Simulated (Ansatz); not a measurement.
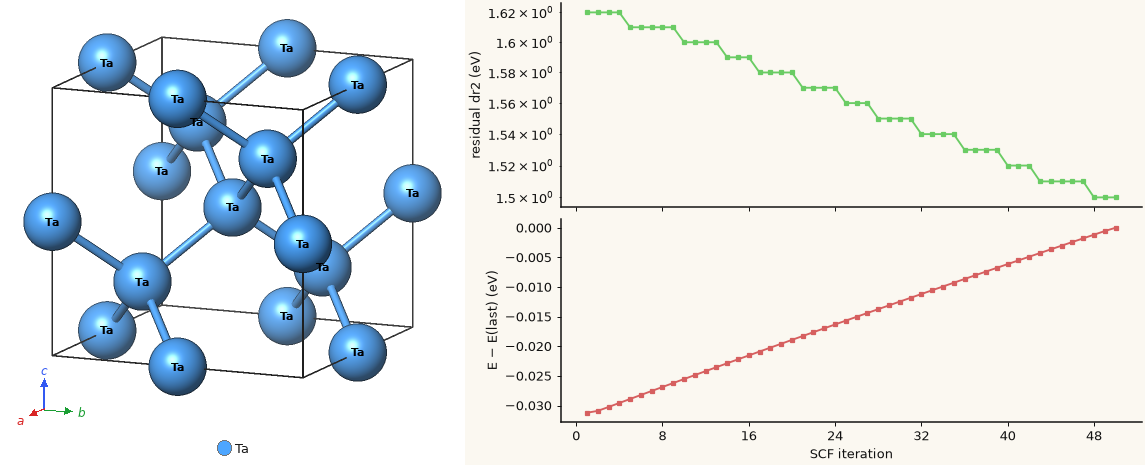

Beside the plot: the structure in its conventional cell.

The plot shows the SCF iterations of a calculation: density residual dr2, Harris–Foulkes energy less its last value.

Ta (2 atoms in the cell), run with Ansatz.

```
crystal:
  lattice:
    - [0.0, 3.1033627078, 3.1033627078]
    - [3.1033627078, 0.0, 3.1033627078]
    - [3.1033627078, 3.1033627078, 0.0]
  atoms:
    - { symbol: Ta, position: [0.0, 0.0, 0.0] }
    - { symbol: Ta, position: [0.25, 0.25, 0.25] }
kpoints:
  mp_grid: { grid: [9, 9, 9] }
scf:
  occupations: { method: fermi_dirac, width: 0.03 }
  mixing: { algorithm: anderson, beta: 0.001, ndim: 1 }
  max_iter: 50
hamiltonian:
  xc: pbe
  pseudopotentials: { kind: all_electron, datasets: crystal }
output:
  forces: true
  stress: true
  eigenvalues: true
  efg: { contact_densities: true }
```

Command:
```bash
ansatz run input.yaml --threads 1 --pin off --max-ram 2048MiB --backend cpu --events-out ev --progress --plain --runs-dir out
```

Did the calculation converge?

Not converged after 50 iterations. The residual never comes down: it stays between about 1.5 and 1.6.

What is the residual at the start and at the end?

It starts near 1.6 and ends near 1.5 eV.

What lies behind the failure?

The input holds a fault, mixing far too weak: scf.mixing set to {"algorithm": "anderson", "beta": 0.001, "ndim": 1}.
